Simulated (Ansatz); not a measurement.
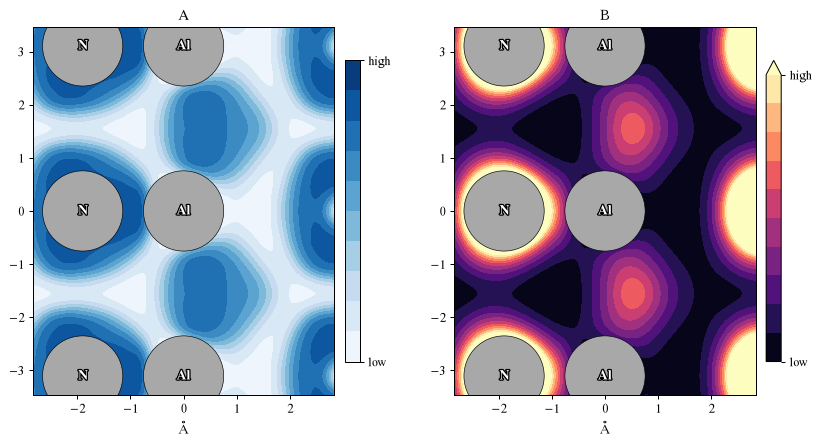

AlN: 2 fields on the (001) plane of the calculation cell, with unlabelled colour scales. Grey discs cover the atomic cores.

Space group P6₃mc; a structure from a database of computed crystals, not necessarily the ambient phase.

Level of theory: DFT r2SCAN, scalar-relativistic, plane waves, PAW (Ansatz).

Match the panels to the quantities (electron localisation function and valence pseudo-density).

Answer. Panel A: electron localisation function. Panel B: valence pseudo-density. From the grid: Al–N (1.90 Å): the density is about 0.68 e/Å³ at the midpoint; the ELF peaks at about 0.90 between the atoms: a polar covalent bond.
